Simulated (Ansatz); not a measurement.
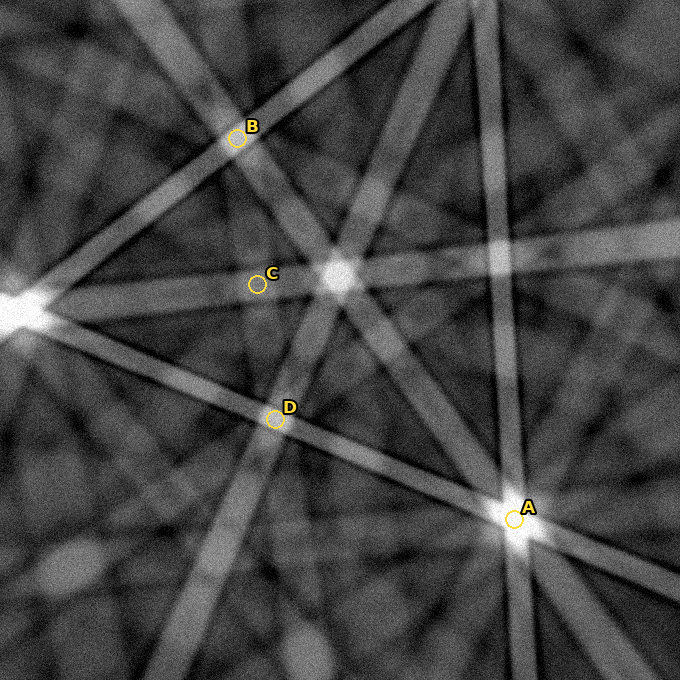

Simulated Kikuchi (electron backscatter) pattern at 10 kV: kinematic bands of width 2θ(Bragg) in gnomonic projection, seen from the camera side; the frame spans ±37° from its centre. Crystal: Si, space group Fd-3m (No. 227), a = 5.472 Å. Structure: the input geometry of an electronic-structure calculation (not necessarily at equilibrium).

Pole A is [101] and pole B is [121].

Index the poles C and D.

Answer. C is [233], 41.1° from A and 16.8° from B. D is [112], 30.0° from A and 33.6° from B.

Which band joins A and B, and how wide is it?

Answer. It comes from the planes common to both zones. The strongest order is 2 0 -2 with d = 1.934 Å, so the band is 2θ = 3.6° wide (λ = 0.1220 Å). Other orders of the same planes (4 0 -4) lie on the same centre line with other widths.
